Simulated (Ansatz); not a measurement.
## Run report: Ir, single-point calculation

The run: single-point calculation of Ir (P6₃/mmc, 2 atoms in the cell). Method and program: DFT r2SCAN, scalar-relativistic, plane waves, PAW, no spin polarisation (Ansatz 0.2.0).

The structure derives from a Materials Project entry. It belongs to a series of runs on one base structure; here: strain -0.080 along x and y, +0.000 along z, atoms carried along.

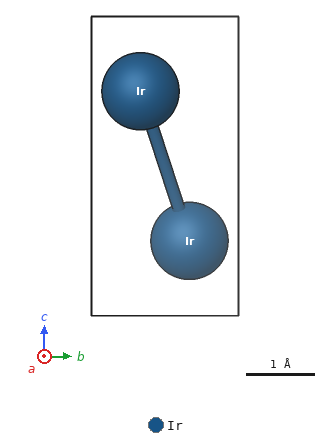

The structure (ball-and-stick view of the cell of the calculation, along the a axis). An atom can appear more than once, as a periodic image. Near neighbours in the periodic cell (some may lie outside the picture): Ir has 12 Ir at 2.53 to 2.67 Å.

The input:
```yaml
crystal:
  lattice:
    - [2.531267663, 0.0, 0.0]
    - [-1.2656338315, 2.1921420999, 0.0]
    - [0.0, 0.0, 4.46229]
  atoms:
    - { symbol: Ir, position: [0.6666666667, 0.3333333333, 0.75] }
    - { symbol: Ir, position: [0.3333333333, 0.6666666667, 0.25] }
basis:
  ecutwfc: 500
kpoints:
  mp_grid: { grid: [18, 18, 12] }
hamiltonian:
  xc: r2scan
scf:
  occupations: { method: gaussian, width: 0.15 }
output:
  forces: true
  stress: true
  eigenvalues: true
  write_density: true
  write_potential: true
  elf: true
  volumetric_format: npy
```

Run on 1 thread of Arm Neoverse N1, 24 GiB of memory available, shared host.

Command:
```bash
ansatz run input.yaml --threads 1 --pin off --max-ram 2560MiB --backend cpu --events-out ev --progress --plain --runs-dir out
```

Output:
```
Engine: ansatz 0.2.0, aarch64-unknown-linux-gnu
Pseudopotentials: kind: paw
Pseudopotential: Ir, paw, valence charge 17, recommended cutoff 500 eV (meta_gga), Ir.paw.azcp
Functional definition: r2SCAN
  parameter k0 = 0.174
  parameter k1 = 0.065
  parameter a1 = 4.9479
  exchange = r2scan_x(k0 = k0, k1 = k1, a1 = a1)
  correlation = r2scan_c
Crystal: 2 atoms, lattice volume = 24.761 Å³
Basis set: ecut = 500 eV, 647 PW (Γ), exchange–correlation on 80×80×144 points (64 copies of the dense FFT grid, shifted against one another)
Bands: 21, of which v1, the nominal top of the filled ones, is band 17 counted from 1 (16 counted from 0)
Symmetry: 24 space group operations
Space group: P63/mmc (ITA 194), of the structure as read, at distance tolerance 2.9e-5 Å
k-points: 259 of 3888
Non-local potential: Ir, projectors of the file, l = 0: 3, l = 1: 2, l = 2: 2, l = 3: 1
PAW form: soft (Blöchl's): semilocal exchange-correlation on the pseudo side does not see the compensation charge
PAW frozen core: Ir, regenerated for the run's functional (the file was generated under x = pbe(κ = 0.804, μ = 0.2195149727645171), c = pbe(β = 0.06672455060314922))
PAW one-centre angular grid: Ir, 590 points (default); XC on 160 Gauss nodes
Initial density: superposition of atomic densities (neutral atoms: chi_scale 0, normalization atom), corrected by the library's trained network
Initial wavefunctions: pseudopotential atomic-orbital guess
Functional: x = r2scan, c = r2scan; τ floored in thin density (d = 2e-4 eV/Å³)
SCF iter   1: F=—  HF=-23896.184695 eV  |F-HF|=—  |Δ(HF+E_count)|=         —  Δρ=1.23e-2  dr2=1.13e-2  dr2_τ=1.26e-1  ethr=1.77e-3  ⟨swp⟩=5.2  Hψ=23119  notcnv=0
preconditioner: auto → Kerker (q_TF=auto, 2.876 Å⁻¹)  [metal: Δε(μ)=0.029 eV  Ē_g=9.892 eV  σ=0.150 eV  W_gap=0.11  n_scr=10 (ndim 8)  ℏωp=31.7 eV  f_vac=0.000  D(μ)=1.62/eV (n_scr^D=22)]
SCF iter   2: F=—  HF=-23896.268541 eV  |F-HF|=—  |Δ(HF+E_count)|=   8.38e-2  Δρ=7.46e-3  dr2=4.74e-3  dr2_τ=6.58e-4  ethr=3.34e-5  ⟨swp⟩=2.0  Hψ=9920  notcnv=0  defer=1
SCF iter   3: F=—  HF=-23896.272737 eV  |F-HF|=—  |Δ(HF+E_count)|=   4.20e-3  Δρ=1.27e-3  dr2=2.89e-4  dr2_τ=7.87e-5  ethr=1.40e-5  ⟨swp⟩=2.1  Hψ=7979  notcnv=0  defer=1
SCF iter   4: F=—  HF=-23896.272698 eV  |F-HF|=—  |Δ(HF+E_count)|=   3.98e-5  Δρ=4.14e-4  dr2=2.24e-5  dr2_τ=2.22e-6  ethr=8.51e-7  ⟨swp⟩=2.1  Hψ=7772  notcnv=0  defer=1
SCF iter   5: F=—  HF=-23896.272741 eV  |F-HF|=—  |Δ(HF+E_count)|=   4.34e-5  Δρ=1.30e-4  dr2=2.77e-6  dr2_τ=1.61e-7  ethr=6.59e-8  ⟨swp⟩=2.7  Hψ=9371  notcnv=0  defer=1
SCF iter   6: F=—  HF=-23896.272746 eV  |F-HF|=—  |Δ(HF+E_count)|=   5.53e-6  Δρ=5.98e-5  dr2=7.78e-7  dr2_τ=7.08e-8  ethr=8.14e-9  ⟨swp⟩=2.0  Hψ=7755  notcnv=0  defer=1
SCF iter   7: F=—  HF=-23896.272747 eV  |F-HF|=—  |Δ(HF+E_count)|=   5.93e-7  Δρ=2.56e-5  dr2=1.41e-7  dr2_τ=6.72e-9  ethr=2.29e-9  ⟨swp⟩=2.0  Hψ=7736  notcnv=0  defer=1
SCF iter   8: F=-23896.272747 eV  HF=-23896.272747 eV  |F-HF|=7.64e-10  |Δ(HF+E_count)|=   8.03e-8  Δρ=4.92e-6  dr2=5.18e-9  dr2_τ=2.75e-10  ethr=2.94e-10  ⟨swp⟩=9.0  Hψ=34199  notcnv=0
SCF 1 converged in 8 iterations: F = -23896.272747 eV  dr2 = 5.18e-9
  greatest PAW one-centre occupation: 1.002 electrons in one spin orbital (limit 2), on the Ir atom at site 1 (counted from 0), in its partial waves of l = 1
SCF converged after 8 iterations
Free energy (F): -23896.272747 eV
Harris-Foulkes:  -23896.272747 eV  (|F-HF|=7.64e-10)
Internal energy: -23896.254593 eV  (E = F + TS)
E sigma→0 (E₀):  -23896.263670 eV
Entropy (-TS):   -0.018154 eV (-9.077 meV/atom)
Fermi energy:    30.205789 eV
--- Per-component energies (eV) ---
  E_band       = -67.123486
  E_kinetic    = 1263.494299
  E_local      = -1834.979800  (includes V_loc(G=0)·N_el)
  E_nonlocal   = 149.810266
  E_hartree    = 734.922482
  E_xc         = -516.405368
  E_vxc        = -675.152372  (∫ρ·V_xc dr)
  E_paw        = -18501.447807  (= ΣΔE_a)
  E_vpaw       = -481.940930  (= ΣTr[D̂ρ^β])
  E_aug_tail   = -0.000032  (compensation charges beyond the density's cutoff)
  E_vtau       = 41.797279  (kinetic-family band-sum trace: ∫τ·v_τ [+ j·A + Jᵃ·Aᵃ] dr)
  E_ewald      = -5191.014846
  E_core_change = -0.633787  (= ΣΔE_core)
  E_smearing   = -0.018154  (= −TS)
  E_closure    = 0.000000  (closes the sum)
  Σ components = -23896.272747   (vs F -23896.272747, Δ=0.00e0)
--- Forces (eV/Å), atoms counted from 1 ---
  atom   1  Ir    -0.00000000     0.00000000     0.00000000
  atom   2  Ir     0.00000000    -0.00000000    -0.00000000
  max |Σ_I F_I| component: 9.25e-18 eV/Å
--- Stress (GPa, compression-positive) ---
       98.879285       0.000000      -0.000000
        0.000000      98.879285      -0.000000
       -0.000000      -0.000000      40.689987
  P = ⅓ Tr σ = 79.4829 GPa (794.829 kbar)
--- Band table (eV; the first three rows and the last of 259) ---
  k-point 0: bands = ["-65.1878", "-65.0900", "-22.0256", "-20.9233", "-20.8935", "-20.8935", "-20.7756", "-20.7756", "17.1976", "20.0689", "24.3213", "25.4645", "25.4645", "26.0766", "26.0766", "28.1813", "28.1813", "28.3309", "30.7849", "30.7849", "37.9830"]
  k-point 1: bands = ["-65.1862", "-65.0917", "-22.0078", "-20.9431", "-20.8915", "-20.8915", "-20.7776", "-20.7776", "17.2801", "20.0724", "24.2964", "25.4514", "25.4514", "26.0479", "26.0479", "28.0451", "28.2537", "28.2537", "30.7696", "30.7696", "38.3655"]
  k-point 2: bands = ["-65.1813", "-65.0966", "-21.9553", "-21.0009", "-20.8856", "-20.8856", "-20.7835", "-20.7835", "17.5213", "20.0751", "24.2300", "25.4215", "25.4215", "25.9677", "25.9677", "27.3203", "28.4573", "28.4573", "30.7170", "30.7170", "39.3800"]
  k-point 258: bands = ["-64.9940", "-64.9940", "-21.8875", "-21.8875", "-21.7547", "-21.7547", "-21.1296", "-21.1296", "22.5846", "22.5846", "23.5374", "23.5374", "25.1254", "25.1254", "26.9373", "26.9373", "30.8877", "30.8877", "39.1864", "39.1864", "39.9009"]
```

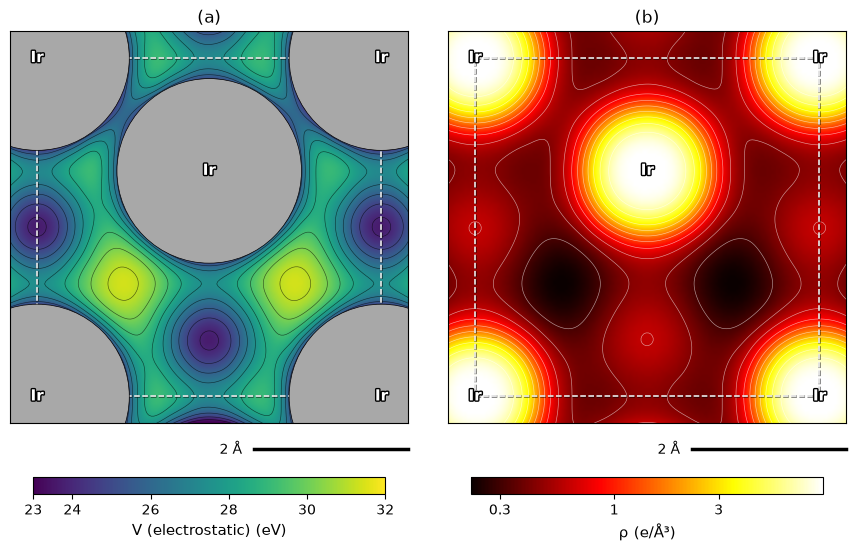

(a) electrostatic potential energy of an electron; (b) valence charge density (pseudo) on the (110) plane of the conventional cell. Grey discs, where drawn, cover atomic cores. The section cuts through Ir sites. Ir–Ir (2.67 Å): the density is about 0.5 e/Å³ at the midpoint. Away from the nuclei the density in this plane falls to 0.22 e/Å³ at its lowest. Outside the cores the potential energy rises away from the atoms and is highest about 1.8 Å from the nearest atoms; outside the discs it spans about 8 eV, and its zero is arbitrary. In a PAW calculation such maps are meaningful between the atoms, not at the nuclei.

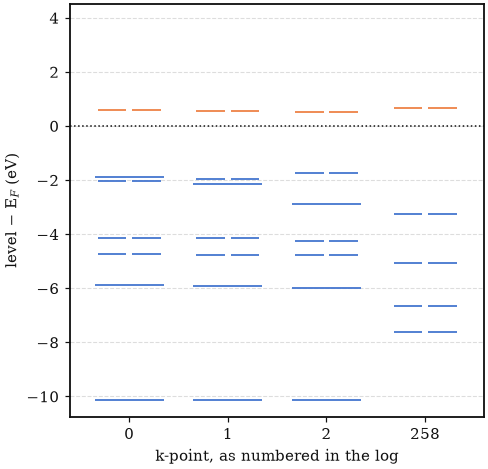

Kohn–Sham levels near the Fermi level (dotted) at the few k-points that the log prints; levels within 0.02 eV of each other stand side by side. The system is metallic on the full mesh.

Key numbers:

```json
{"quantity": "outcome", "value": "converged"}
{"quantity": "space group (tolerance 0.01 Å)", "value": "P6₃/mmc (194)"}
{"quantity": "electrons treated", "value": "34"}
{"quantity": "free energy", "value": "−23896.2727 eV"}
{"quantity": "Fermi energy", "value": "30.206 eV"}
{"quantity": "gap on the k-point mesh", "value": "none (metallic)"}
{"quantity": "pressure", "value": "79.48 GPa"}
{"quantity": "largest force (length of the vector)", "value": "under 0.001 eV/Å"}
{"quantity": "wall time", "value": "32 s"}
{"quantity": "peak memory", "value": "0.44 GiB"}
```

Notes:

Spin–orbit coupling is left out, which matters for Ir.
